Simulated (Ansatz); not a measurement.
# Ga$_{3}$As$_{2}$: geometry relaxation (part 2 of 2)

The same run, continued: Ga$_{3}$As$_{2}$ (P-3m1, 5 atoms in the cell); DFT PBE, scalar-relativistic, plane waves, PAW, no spin polarisation (Ansatz 0.2.0); cutoff 420 eV, 12×12×6 k-mesh, Gaussian smearing of 0.1 eV. The structure was built on a prototype by a generator; it need not be a known phase. It belongs to a series of runs on one base structure; here: anti-A-type sesquioxide type (P-3m1, No. 164).

Geometry of the input (Å; fractional positions):
```
4.3344  0.0000  0.0000
-2.1672  3.7537  0.0000
0.0000  0.0000  6.7999
Ga 0.0000  0.0000  0.0000
Ga 0.3333  0.6667  0.6422
Ga 0.6667  0.3333  0.3578
As 0.3333  0.6667  0.2443
As 0.6667  0.3333  0.7557
```

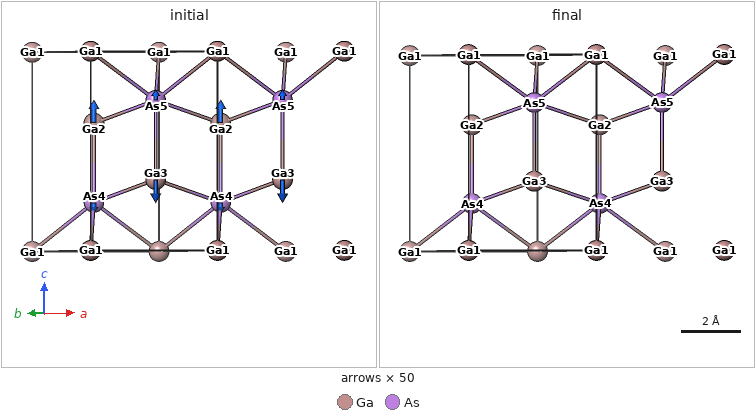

Before (left) and after (right) the relaxation, at one scale (ball-and-stick view of the cell of the calculation, repeated 2 × 1 × 1, seen at an oblique angle). The blue arrows give the displacements (without the part carried along by the change of the cell), magnified 50 times. Over 4 geometry steps the energy falls by 0.4 meV per atom. The largest force component goes from 0.02 to 0.0053 eV/Å. The pressure goes from 0.13 to −0.01 GPa. The largest moves relative to the cell, 0.016 Å, are those of Ga2 and Ga3. Largest moves by element: Ga 0.016 Å, As 0.007 Å. The volume changes by −0.2 %, with a = b 4.334 → 4.367 Å (+0.8 %), c 6.800 → 6.687 Å (−1.7 %). Distances before and after: Ga2–As4 2.706 → 2.684 Å, Ga2–As5 2.619 → 2.631 Å. The space group stays P-3m1 (No. 164). A last SCF at the same geometry on a re-selected plane-wave basis shifts the energy by +0.0 meV per atom. (Atoms are counted from 1 in the order of the input.)

```
basis re-selected at this cell: Δ(F+E_penalty+E_count) = +5.096e-5 eV, ΔP = -0.000 GPa vs the last step (what re-selecting the basis moved, of the pressure what is left beyond the Pulay correction that the steps carried, after the strain that the cell walked since its last selection, with what the two solves' SCF thresholds leave and, on support functions, any second-order correction that the steps lacked; it is no measure of the basis error at this ecutwfc). The dense FFT grid was sized anew with the basis: this SCF ran on 30×30×45 points, the steps before it on 30×30×48, so part of this shift can come from that change (see relax.cell in the input reference). This SCF's stress stands 1.69e-2 GPa from its target on what of the cell is left free (relax.cell.stress_tol is 5.00e-2 GPa) and its largest allowed force component is 5.31e-3 eV/Å (relax.f_tol is 1.00e-2 eV/Å): within both
SCF converged after 7 iterations
Free energy (F): -21061.523858 eV
Harris-Foulkes:  -21061.523858 eV  (|F-HF|=7.28e-12)
Internal energy: -21061.512866 eV  (E = F + TS)
E sigma→0 (E₀):  -21061.518362 eV
Entropy (-TS):   -0.010992 eV (-2.198 meV/atom)
Fermi energy:    8.821890 eV
--- Per-component energies (eV) ---
  E_band       = -658.948300
  E_kinetic    = 547.736209
  E_local      = -9362.689006  (includes V_loc(G=0)·N_el)
  E_nonlocal   = -74.031687
  E_hartree    = 4657.062087
  E_xc         = -365.606111
  E_vxc        = -331.427153  (∫ρ·V_xc dr)
  E_paw        = -9626.771151  (= ΣΔE_a)
  E_vpaw       = -752.660508  (= ΣTr[D̂ρ^β])
  E_aug_tail   = -0.000420  (compensation charges beyond the density's cutoff)
  E_ewald      = -6837.212788
  E_smearing   = -0.010992  (= −TS)
  E_closure    = 0.000000  (closes the sum)
  Σ components = -21061.523858   (vs F -21061.523858, Δ=0.00e0)
--- Forces (eV/Å), atoms counted from 1 ---
  atom   1  Ga     0.00000000     0.00000000     0.00000000
  atom   2  Ga     0.00000000    -0.00000000     0.00055042
  atom   3  Ga    -0.00000000     0.00000000    -0.00055042
  atom   4  As     0.00000000     0.00000000    -0.00530810
  atom   5  As    -0.00000000    -0.00000000     0.00530810
  max |Σ_I F_I| component: 8.67e-18 eV/Å
--- Stress (GPa, compression-positive) ---
       -0.016941      -0.000000      -0.000000
       -0.000000      -0.016941      -0.000000
       -0.000000      -0.000000       0.006163
  P = ⅓ Tr σ = -0.0092 GPa (-0.092 kbar)
--- Band table (eV; the first three rows and the last of 100) ---
  k-point 0: bands = ["-26.9339", "-26.9339", "-26.9339", "-26.9339", "-26.9125", "-26.9125", "-26.9119", "-26.9119", "-26.9080", "-26.9080", "-6.3811", "-6.3173", "-6.3173", "-6.3079", "-6.3079", "-6.2550", "-6.2550", "-6.2432", "-6.1960", "-6.1960", "-6.1045", "-6.1045", "-6.0896", "-6.0881", "-6.0881", "-3.9897", "-2.3184", "1.6641", "5.9234", "5.9735", "6.5004", "6.5004", "7.4953", "7.4953", "8.1403", "9.9296", "10.2292", "10.2292", "11.7803", "11.9294", "11.9294", "12.7779"]
  k-point 1: bands = ["-26.9340", "-26.9340", "-26.9339", "-26.9339", "-26.9125", "-26.9125", "-26.9119", "-26.9119", "-26.9080", "-26.9080", "-6.3810", "-6.3160", "-6.3160", "-6.3088", "-6.3088", "-6.2540", "-6.2540", "-6.2428", "-6.1988", "-6.1988", "-6.1047", "-6.1047", "-6.0897", "-6.0865", "-6.0865", "-3.9213", "-2.4861", "1.9637", "5.5435", "6.0427", "6.5334", "6.5334", "7.4780", "7.4780", "8.3077", "9.5134", "10.1269", "10.1269", "11.8005", "11.8005", "11.9926", "12.9251"]
  k-point 2: bands = ["-26.9340", "-26.9340", "-26.9339", "-26.9339", "-26.9124", "-26.9124", "-26.9121", "-26.9121", "-26.9080", "-26.9080", "-6.3809", "-6.3133", "-6.3133", "-6.3104", "-6.3104", "-6.2521", "-6.2521", "-6.2421", "-6.2046", "-6.2046", "-6.1049", "-6.1049", "-6.0899", "-6.0836", "-6.0836", "-3.7312", "-2.8499", "2.7177", "4.6946", "6.2296", "6.6080", "6.6080", "7.4325", "7.4325", "8.2496", "9.1519", "9.9602", "9.9602", "11.5513", "11.5513", "12.5906", "12.8394"]
  k-point 99: bands = ["-26.9337", "-26.9337", "-26.9337", "-26.9337", "-26.9124", "-26.9123", "-26.9123", "-26.9122", "-26.9077", "-26.9077", "-6.3525", "-6.3525", "-6.3051", "-6.2808", "-6.2675", "-6.2675", "-6.2571", "-6.2504", "-6.2504", "-6.2076", "-6.1113", "-6.1113", "-6.0924", "-6.0924", "-6.0819", "-2.0828", "-2.0828", "1.7875", "1.7875", "2.4484", "3.9612", "6.8644", "6.8644", "8.3306", "8.8671", "8.8671", "10.9766", "12.1832", "12.1832", "13.1935", "13.1935", "13.2555"]
--- Relaxed structure (5 steps of the walk, 5 accepted, 1 SCFs on fresh bases) ---
  F+E_penalty+E_count = -21061.52385812 eV   max|allowed force component| = 5.308e-3 eV/Å   (the final SCF, on the basis selected at the relaxed cell)
  cell:  # Å, volume = 110.4422 Å³
    - [4.367073021363215, -2.3185325706678383e-33, -2.9159962897928038e-18]
    - [-2.1835365106816074, 3.781996176682207, 1.457998144896406e-18]
    - [-4.574613406622739e-18, 3.037156059672349e-32, 6.686879601658176]
  atoms:
    - { symbol: Ga, position: [-2.6684444526339386e-34, -4.7886510803497924e-35, -5.102222380260728e-20] }
    - { symbol: Ga, position: [0.33333333333333326, 0.6666666666666665, 0.6446277898797542] }
    - { symbol: Ga, position: [0.6666666666666666, 0.33333333333333326, 0.3553722101202459] }
    - { symbol: As, position: [0.33333333333333326, 0.6666666666666665, 0.24319998980599034] }
    - { symbol: As, position: [0.6666666666666666, 0.33333333333333326, 0.7568000101940098] }
```

### Trajectory as extended XYZ (Å, eV, eV/Å), 6 frames, from step=1 to step=6
```
5
Lattice="4.3344 0.0000 0.0000 -2.1672 3.7537 0.0000 0.0000 0.0000 6.7999" Properties=species:S:1:pos:R:3:forces:R:3 step=1 energy=-21061.52209 pressure_GPa=0.13
Ga    0.0000    0.0000    0.0000    0.0000   0.0000   0.0000
Ga    0.0000    2.5025    4.3669    0.0000   0.0000  -0.0139
Ga    2.1672    1.2512    2.4330    0.0000   0.0000   0.0139
As    0.0000    2.5025    1.6613    0.0000   0.0000  -0.0199
As    2.1672    1.2512    5.1385    0.0000   0.0000   0.0199
5
Lattice="4.3431 0.0000 0.0000 -2.1716 3.7613 0.0000 0.0000 0.0000 6.7806" Properties=species:S:1:pos:R:3:forces:R:3 step=2 energy=-21061.52283 pressure_GPa=-0.02
Ga    0.0000    0.0000    0.0000    0.0000   0.0000   0.0000
Ga    0.0000    2.5075    4.3562    0.0000   0.0000  -0.0097
Ga    2.1716    1.2538    2.4244    0.0000   0.0000   0.0097
As    0.0000    2.5075    1.6512    0.0000   0.0000   0.0007
As    2.1716    1.2538    5.1294    0.0000   0.0000  -0.0007
5
Lattice="4.3551 0.0000 0.0000 -2.1775 3.7716 0.0000 0.0000 0.0000 6.7325" Properties=species:S:1:pos:R:3:forces:R:3 step=3 energy=-21061.52355 pressure_GPa=-0.04
Ga    0.0000    0.0000    0.0000    0.0000   0.0000   0.0000
Ga    0.0000    2.5144    4.3279    0.0000   0.0000   0.0103
Ga    2.1775    1.2572    2.4046    0.0000   0.0000  -0.0103
As    0.0000    2.5144    1.6334    0.0000   0.0000   0.0111
As    2.1775    1.2572    5.0991    0.0000   0.0000  -0.0111
5
Lattice="4.3575 0.0000 0.0000 -2.1788 3.7737 0.0000 0.0000 0.0000 6.6969" Properties=species:S:1:pos:R:3:forces:R:3 step=4 energy=-21061.52381 pressure_GPa=0.14
Ga    0.0000    0.0000    0.0000    0.0000   0.0000   0.0000
Ga    0.0000    2.5158    4.3153    0.0000   0.0000  -0.0073
Ga    2.1788    1.2579    2.3816    0.0000   0.0000   0.0073
As    0.0000    2.5158    1.6259    0.0000   0.0000  -0.0016
As    2.1788    1.2579    5.0710    0.0000   0.0000   0.0016
5
Lattice="4.3671 0.0000 0.0000 -2.1835 3.7820 0.0000 0.0000 0.0000 6.6869" Properties=species:S:1:pos:R:3:forces:R:3 step=5 energy=-21061.52391 pressure_GPa=-0.01
Ga    0.0000    0.0000    0.0000    0.0000   0.0000   0.0000
Ga    0.0000    2.5213    4.3105    0.0000   0.0000   0.0006
Ga    2.1835    1.2607    2.3763    0.0000   0.0000  -0.0006
As    0.0000    2.5213    1.6262    0.0000   0.0000  -0.0053
As    2.1835    1.2607    5.0606    0.0000   0.0000   0.0053
5
Lattice="4.3671 0.0000 0.0000 -2.1835 3.7820 0.0000 0.0000 0.0000 6.6869" Properties=species:S:1:pos:R:3:forces:R:3 step=6 energy=-21061.52386 pressure_GPa=-0.01
Ga    0.0000    0.0000    0.0000    0.0000   0.0000   0.0000
Ga    0.0000    2.5213    4.3105    0.0000   0.0000   0.0006
Ga    2.1835    1.2607    2.3763    0.0000   0.0000  -0.0006
As    0.0000    2.5213    1.6262    0.0000   0.0000  -0.0053
As    2.1835    1.2607    5.0606    0.0000   0.0000   0.0053
```

### Summary

```json
{"quantity": "outcome", "value": "converged"}
{"quantity": "space group (tolerance 0.01 Å)", "value": "P-3m1 (164)"}
{"quantity": "electrons treated", "value": "69"}
{"quantity": "free energy", "value": "−21061.5239 eV"}
{"quantity": "Fermi energy", "value": "8.822 eV"}
{"quantity": "gap on the k-point mesh", "value": "none (metallic)"}
{"quantity": "pressure", "value": "−0.01 GPa"}
{"quantity": "final volume", "value": "110.44 Å³"}
{"quantity": "largest force (length of the vector) at the end", "value": "0.005 eV/Å"}
{"quantity": "final cell", "value": "a = 4.367 Å, b = 4.367 Å, c = 6.687 Å, α = 90.00°, β = 90.00°, γ = 120.00°"}
{"quantity": "wall time", "value": "2.7 min"}
{"quantity": "peak memory", "value": "0.61 GiB"}
```
